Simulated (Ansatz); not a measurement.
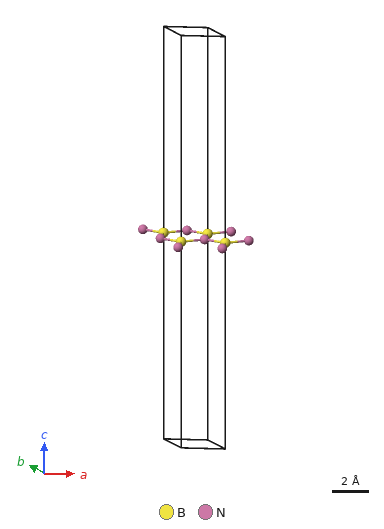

Ball-and-stick drawing of the structure, looking from the side at a slight tilt. One simulation cell is framed, with atoms on its boundary repeated. A few atoms beyond the faces are included.

```
CELL_PARAMETERS angstrom
2.51206 -0.00423 0.00000
-1.25237 2.17762 0.00000
0.00000 0.00000 23.90160
ATOMIC_POSITIONS crystal
B 0.99404 0.99457 0.50000
N 0.66071 0.32791 0.50000
```

Level of theory and settings: Ansatz, DFT PBE, scalar-relativistic, plane waves, PAW, plane waves up to 420 eV, a 12×12×1 k-point grid, Gaussian smearing of 0.02 eV, no spin polarisation.

> List the Bader charges.

B +2.22 e; N -2.22 e. The transfer is large, as in an ionic solid.

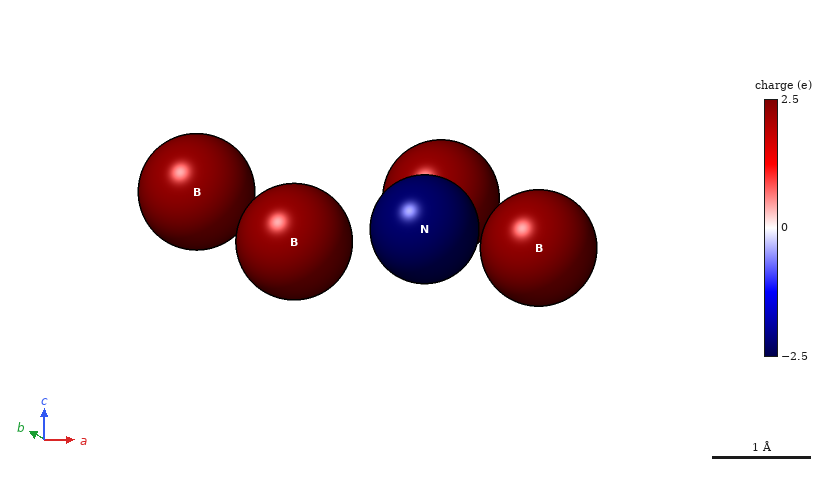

The atoms coloured by those charges.

The initial geometry was a structure type filled with these elements by a generator (whether the compound takes this form wasn't checked). Earlier steps of the study may have refined or changed the cell and positions. It was run through Ansatz as a DFT input.
